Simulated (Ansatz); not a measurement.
## Single-point calculation of FeO (part 2 of 2)

FeO (P4₂/mmc, 4 atoms in the cell); DFT LDA+U, scalar-relativistic, plane waves, PAW, Ueff = 3 eV on Fe atom 1 d; Ueff = 3 eV on Fe atom 2 d, spin-polarised (Ansatz 0.2.0); cutoff 420 eV, 5×5×5 k-mesh, Gaussian smearing of 0.05 eV, collinear spins. The structure was built on a prototype by a generator; it need not be a known phase. It belongs to a series of runs on one base structure; here: ferromagnetic start, free, natural orbitals of the symmetric run filled by rank.

Geometry of the input (Å; fractional positions):
```
3.5024  0.0000  0.0000
0.0000  3.5024  0.0000
0.0000  0.0000  4.3605
Fe 0.0000  0.5000  0.0000
Fe 0.5000  0.0000  0.5000
O  0.0000  0.0000  0.2500
O  0.0000  0.0000  0.7500
```

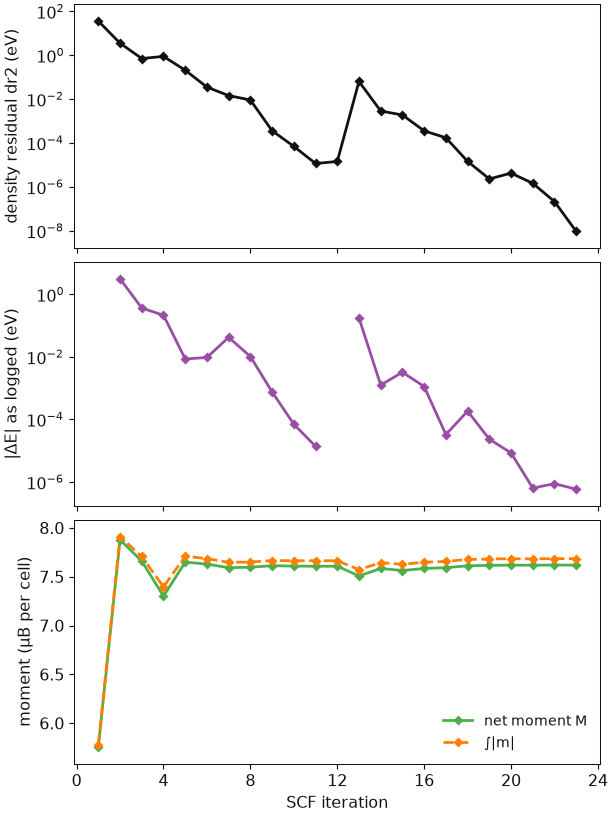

Figure 1. Convergence of the self-consistent field: density residual dr2, size of the energy change and magnetic moment against the SCF iteration. The residual comes down, with one marked jump up, by a factor of about 4 × 10³, at step 13. The net moment goes from 5.8 to 7.6 μB per cell.

```
SCF converged after 23 iterations
Magnetization: 7.6192 μB (25.8096 up, 18.1904 down)
Absolute magnetization: 7.6847 μB (∫|ρ↑−ρ↓|, with the PAW one-centre terms)
Spin contamination: 0.1600 ħ² per cell (⟨S²⟩ above its minimum at these occupations)
Per-site moments (μB) at R_I (Å): [(3.2866777667098015, 0.8508931433876162), (3.286677766709799, 0.8508931433876165), (0.15298917732615888, 0.8508931433876165), (0.15298917732615877, 0.8508931433876162)]
Free energy (F): -9943.398318 eV
Harris-Foulkes:  -9943.398318 eV  (|F-HF|=3.11e-9)
Internal energy: -9943.396646 eV  (E = F + TS)
E sigma→0 (E₀):  -9943.397482 eV
Entropy (-TS):   -0.001672 eV (-0.418 meV/atom)
Fermi energy:    9.720058 eV
--- Per-component energies (eV) ---
  E_band       = -752.556079
  E_kinetic    = 1023.777433
  E_local      = -6364.082309  (includes V_loc(G=0)·N_el)
  E_nonlocal   = 567.183615
  E_hartree    = 2595.999122
  E_xc         = -368.600909
  E_vxc        = -475.724437  (∫ρ·V_xc dr)
  E_hubbard    = 1.637359  (on-site DFT+U / exact-exchange correction)
  E_vhub       = -15.535833  (the Hubbard potential's part of the band-sum identity)
  E_paw        = -2912.471897  (= ΣΔE_a)
  E_vpaw       = -680.185269  (= ΣTr[D̂ρ^β])
  E_aug_tail   = 0.006273  (compensation charges beyond the density's cutoff)
  E_ewald      = -4487.842247
  E_core_change = 0.996914  (= ΣΔE_core)
  E_smearing   = -0.001672  (= −TS)
  E_closure    = -0.000000  (closes the sum)
  Σ components = -9943.398318   (vs F -9943.398318, Δ=0.00e0)
--- Specified on-site occupations, and those of the state reported ---
  electrons in the specified blocks: 11.8000 specified, 12.5403 found
  site 1 (l=d) ↓: largest change of an orbital's occupation 0.2090; electrons 1.0500 specified, 1.3399 found; spectral distance 0.2582
  site 0 (l=d) ↓: largest change of an orbital's occupation 0.2090; electrons 1.0500 specified, 1.3399 found; spectral distance 0.2582
  site 0 (l=d) ↑: largest change of an orbital's occupation 0.0284; electrons 4.8500 specified, 4.9303 found; spectral distance 0.0541
  site 1 (l=d) ↑: largest change of an orbital's occupation 0.0284; electrons 4.8500 specified, 4.9303 found; spectral distance 0.0541
--- Forces (eV/Å), atoms counted from 1 ---
  atom   1  Fe     0.00000000     0.00000000    -0.00000000
  atom   2  Fe     0.00000000    -0.00000000    -0.00000000
  atom   3  O     -0.00000000     0.00000000     0.00000000
  atom   4  O      0.00000000     0.00000000    -0.00000000
  max |Σ_I F_I| component: 1.28e-28 eV/Å
--- Stress (GPa, compression-positive) ---
      -23.771097       0.000000       0.000000
        0.000000     -23.771097       0.000000
        0.000000       0.000000      24.175633
  P = ⅓ Tr σ = -7.7889 GPa (-77.889 kbar)
--- Band table (eV; the first three rows and the last of 36) ---
  k-point 0 ↑: bands = ["-79.7081", "-79.7059", "-46.5654", "-46.5654", "-46.1153", "-46.0977", "-45.6816", "-45.6816", "-10.3582", "-7.6362", "0.8008", "2.3743", "2.3743", "3.7543", "4.2283", "4.5648", "4.5648", "4.6222", "4.6926", "4.6926", "4.7148", "5.0368", "6.6626", "9.1296", "9.3166", "9.3166", "9.6735", "14.2267", "16.4967", "17.9427", "19.4286", "19.4286"]
  k-point 1 ↑: bands = ["-79.7078", "-79.7061", "-46.5654", "-46.5654", "-46.1136", "-46.0995", "-45.6816", "-45.6816", "-10.1652", "-8.0071", "1.3980", "2.3357", "2.3357", "3.8561", "4.1330", "4.1330", "4.2653", "4.5840", "4.7682", "4.9544", "5.3401", "5.3401", "6.5967", "8.2961", "9.0534", "9.0534", "10.0919", "12.9075", "17.2929", "19.3305", "19.6352", "19.6352"]
  k-point 2 ↑: bands = ["-79.7073", "-79.7067", "-46.5654", "-46.5654", "-46.1093", "-46.1039", "-45.6817", "-45.6817", "-9.6157", "-8.8149", "2.2734", "2.2734", "2.7376", "3.7954", "3.9021", "3.9021", "4.3629", "4.4846", "4.7964", "4.8314", "6.0095", "6.0095", "6.5614", "7.1100", "8.5415", "8.5415", "10.6201", "11.4770", "17.9907", "19.0880", "20.0927", "20.0927"]
  k-point 17 ↓: bands = ["-75.7956", "-75.7956", "-42.4513", "-42.4451", "-42.2897", "-42.2891", "-42.2356", "-42.2318", "-8.8516", "-8.2435", "3.8808", "3.9409", "4.6462", "4.8135", "5.3081", "6.8855", "8.3605", "8.4874", "9.9273", "9.9615", "10.4963", "10.5178", "10.9799", "11.1103", "11.5761", "11.6574", "12.9095", "14.1844", "17.5493", "17.8151", "18.4467", "18.5191"]
Occupation matrices written to [file]
--- Löwdin populations: 4 sites ---
  site symbol       q [e]    m [muB]
     0     Fe     14.9616     3.5657
     1     Fe     14.9616     3.5657
     2      O      6.8977     0.2397
     3      O      6.8977     0.2397
  spilling = 0.006393 (of n_electrons = 44.000000)
--- Occupation matrices: 2 shells (run DFT+U table (all-electron-ortho-atomic); ε = 2.46e-3) ---
  Fe0 d_3D: site group D2h (mmm)
  Fe0 d_3D up     Tr n = 4.9303  λ = 0.951 0.985 0.997 0.998 0.998  [x2-y2 1.00 Ag(1.00) | yz 1.00 B3g(1.00) | 3× xz 0.33 Ag(0.33)]
  Fe0 d_3D dn     Tr n = 1.3399  λ = 0.041 0.041 0.143 0.229 0.886  [2× xz 0.50 B2g(0.50) | z2 0.58 Ag(1.00) | yz 1.00 B3g(1.00) | x2-y2 0.58 Ag(1.00)]
  specified occupation → Fe0 d_3D up: matrix, ‖Δ‖_F = 0.0541, Tr Δ = -0.0803, displaced = 0.0589, d_λ = 0.0541; orbital distance = 0.0000
  specified occupation → Fe0 d_3D dn: matrix, ‖Δ‖_F = 0.2582, Tr Δ = -0.2899, displaced = 0.2289, d_λ = 0.2582; orbital distance = 0.0002
  Fe1 d_3D: site group D2h (mmm)
  Fe1 d_3D up     Tr n = 4.9303  λ = 0.951 0.985 0.997 0.998 0.998  [x2-y2 1.00 Ag(1.00) | xz 1.00 B3g(1.00) | 3× yz 0.33 Ag(0.33)]
  Fe1 d_3D dn     Tr n = 1.3399  λ = 0.041 0.041 0.143 0.229 0.886  [2× yz 0.50 B2g(0.50) | z2 0.58 Ag(1.00) | xz 1.00 B3g(1.00) | x2-y2 0.58 Ag(1.00)]
  specified occupation → Fe1 d_3D up: matrix, ‖Δ‖_F = 0.0541, Tr Δ = -0.0803, displaced = 0.0589, d_λ = 0.0541; orbital distance = 0.0000
  specified occupation → Fe1 d_3D dn: matrix, ‖Δ‖_F = 0.2582, Tr Δ = -0.2899, displaced = 0.2289, d_λ = 0.2582; orbital distance = 0.0002
  Tr n, λ and their labels are of the run-group-symmetrised matrices; stabiliser: 16 of 32 elements of G0×{1,Θ} (closed), max defect 2.9e-15 at τ = 5.2e-4
```

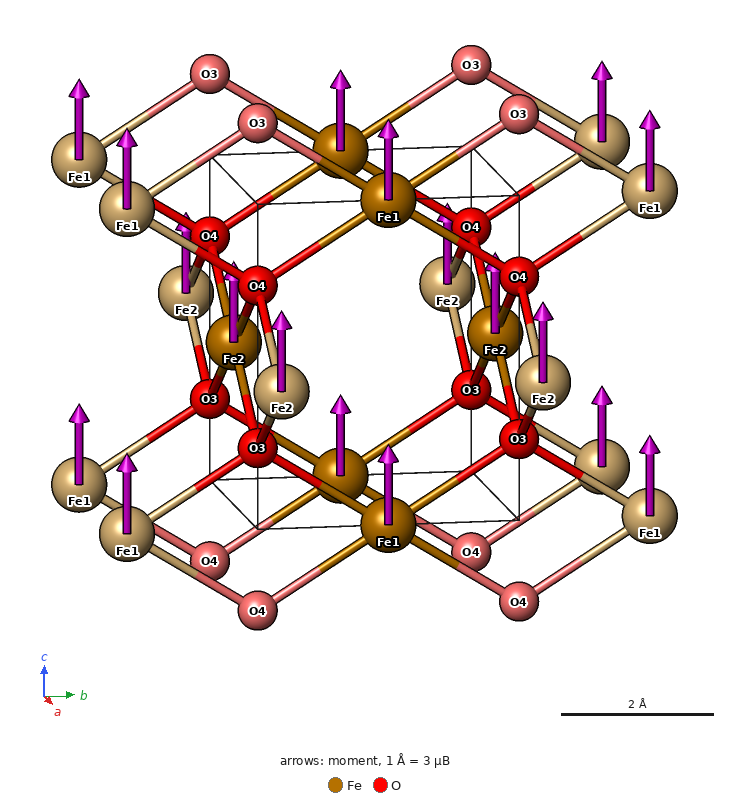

Figure 2. Magnetic moments of the sites as pink arrows (ball-and-stick view of the cell of the calculation, seen slightly off an axis; neighbours outside the cell are drawn fainter; atoms are numbered from 1 in the order of the input); small moments hardly show. The run is collinear, so the axis drawn is arbitrary. Site moments: Fe1, Fe2 (3.29 μB); O3, O4 (0.15 μB). They are counted near the atoms and needn't add up to the moment of the cell.

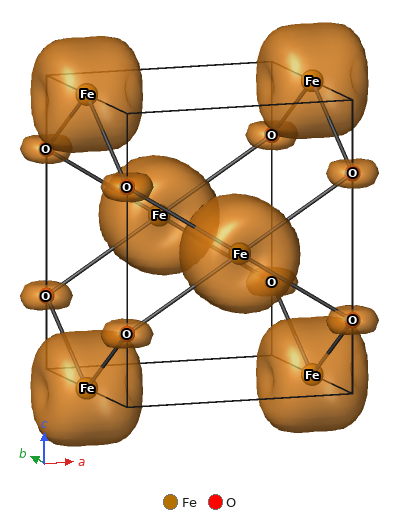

Figure 3. Isosurfaces of the spin density (up minus down) at +0.2 (orange) and −0.2 e/Å³ (purple), seen slightly off an axis. Sticks mark near contacts. The outline is the cell set on symmetry axes. The cell of the calculation (4 atoms) carries 7.6 μB net. Only one sign reaches the isovalue. In a PAW calculation such maps are meaningful between the atoms, not at the nuclei.

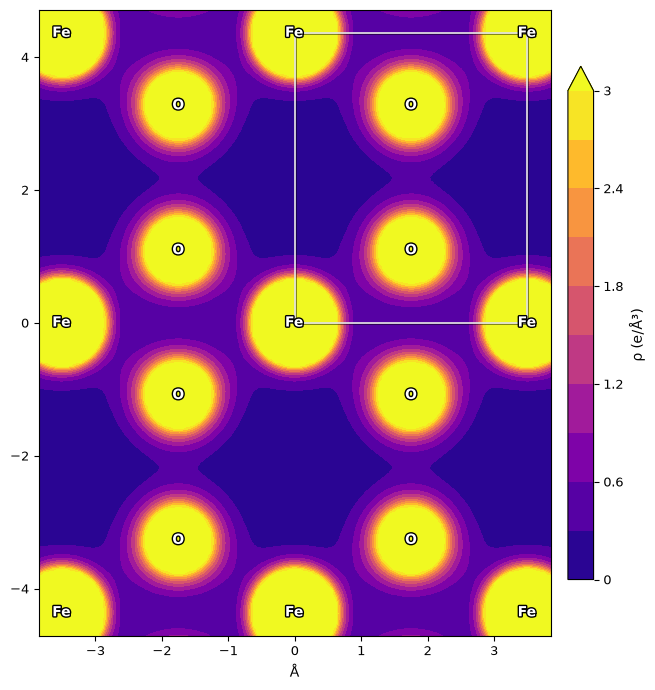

Figure 4. Valence electron density on the (010) plane of the conventional cell. The section cuts through Fe and O sites. Fe–O (2.06 Å): ρ at the midpoint is about 0.53 e/Å³. Away from the nuclei the density in this plane falls to 0.03 e/Å³ at its lowest.
